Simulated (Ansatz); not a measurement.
## Run report: SiC$_{16}$, single-point calculation (part 1 of 4)

SiC$_{16}$ (slab, 17 atoms in the cell), computed with DFT PBE+D3(BJ), scalar-relativistic, plane waves, PAW, PAW set soft_1, spin-polarised (Ansatz 0.2.0).

The structure derives from a Materials Project entry. Figures and captions count atoms from 1; the log counts them from 0 in places.

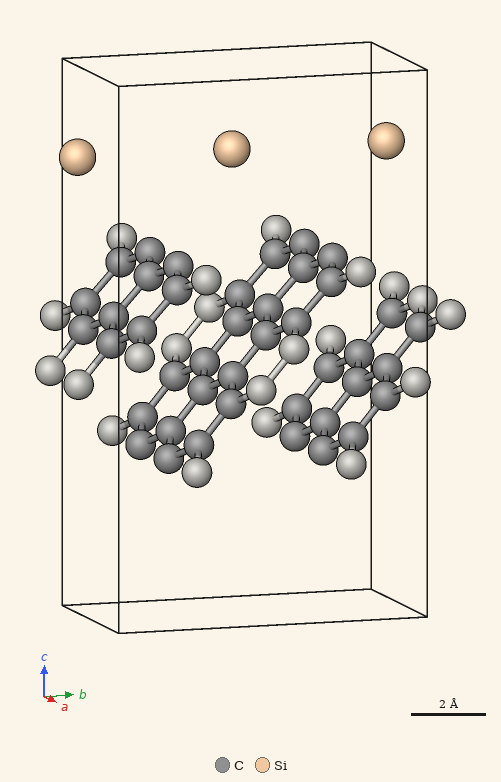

Fig. 1: The structure (ball-and-stick view of the 1 × 2 repeat of the cell, with the vacuum cut short, seen slightly off an axis; neighbours outside the cell are drawn fainter). An atom can appear more than once, as a periodic image.

**The input**
```yaml
crystal:
  lattice:
    - [4.9298676348, 0.0, 0.0]
    - [0.0, 4.4224271207, 0.0]
    - [0.0, 0.0, 22.6937313581]
  atoms:
    - { symbol: C, position: [0.25, 0.4155274479, 0.1762601283] }
    - { symbol: C, position: [0.75, 0.4155274479, 0.1762601283] }
    - { symbol: C, position: [0.0, 0.5195584896, 0.2001805573] }
    - { symbol: C, position: [0.5, 0.5195584896, 0.2001805573] }
    - { symbol: C, position: [0.0, 0.7272227604, 0.2480854171] }
    - { symbol: C, position: [0.5, 0.7272227604, 0.2480854171] }
    - { symbol: C, position: [0.25, 0.8312538021, 0.2720058461] }
    - { symbol: C, position: [0.75, 0.8312538021, 0.2720058461] }
    - { symbol: C, position: [0.25, 0.0442062586, 0.3198735144] }
    - { symbol: C, position: [0.75, 0.0442062586, 0.3198735144] }
    - { symbol: C, position: [0.0, 0.1500827603, 0.3425973154] }
    - { symbol: C, position: [0.5, 0.1500827603, 0.3425973154] }
    - { symbol: C, position: [0.0, 0.3779814405, 0.3900562972] }
    - { symbol: C, position: [0.5, 0.3779814405, 0.3900562972] }
    - { symbol: C, position: [0.25, 0.4764233498, 0.4095285703] }
    - { symbol: C, position: [0.75, 0.4764233498, 0.4095285703] }
    - { symbol: Si, position: [0.3333333333, 0.9764233498, 0.5329106601], spin: 2.0 }
basis:
  ecutwfc: 420
kpoints:
  mp_grid: { grid: [6, 6, 1] }
hamiltonian:
  xc: pbe
  pseudopotentials: { kind: paw, azcp: { folder: soft_1 } }
  dispersion: d3bj
scf:
  occupations: { method: gaussian, width: 0.05 }
output:
  forces: true
  eigenvalues: true
  populations: true
  write_density: true
  write_potential: true
  elf: true
  volumetric_format: npy
magnetization:
  spin_polarized: true
efield:
  axis: 3
  dipole_correction: true
  ramp_width: 0.04
```

Hardware: 2 threads of Arm Neoverse V1, 24 GiB of memory available, shared host.

Launched with:
```bash
ansatz run input.yaml --threads 2 --pin off --max-ram 6144MiB --backend cpu --events-out ev --progress --plain --runs-dir out
```

**Log**
```
Engine: ansatz 0.2.0, aarch64-unknown-linux-gnu
Pseudopotentials: kind: paw
Pseudopotential: C, paw, valence charge 4, recommended cutoff 420 eV (normal), [file]
Pseudopotential: Si, paw, valence charge 4, recommended cutoff 420 eV (normal), [file]
Functional definition: PBE
  parameter kappa = 0.804
  parameter beta = 0.06672455060314922
  exchange = pbe_x(kappa = kappa, mu = beta*pi^2/3)
  correlation = pbe_c(beta = beta)
Crystal: 17 atoms, lattice volume = 494.768 Å³
Basis set: ecut = 420 eV, 9653 PW (Γ), exchange–correlation on 72×60×320 points (8 copies of the dense FFT grid, shifted against one another)
Bands: 52, of which v1, the nominal top of the filled ones, is band 34 counted from 1 (33 counted from 0)
Symmetry: 1 space group operations
k-points: 20 of 36 (time reversal used)
Non-local potential: C, projectors of the file, l = 0: 2, l = 1: 2, l = 2: 1
Non-local potential: Si, projectors of the file, l = 0: 2, l = 1: 2, l = 2: 1
PAW form: soft (Blöchl's): semilocal exchange-correlation on the pseudo side does not see the compensation charge
PAW one-centre angular grid: C, 110 points (default); XC on 64 Gauss nodes
PAW one-centre angular grid: Si, 110 points (default); XC on 64 Gauss nodes
Starting moments: Σ|m| = 2 μB on 1 of 17 sites
Initial wavefunctions: pseudopotential atomic-orbital guess
Functional: x = pbe(κ = 0.804, μ = 0.2195149727645171), c = pbe(β = 0.06672455060314922)
```
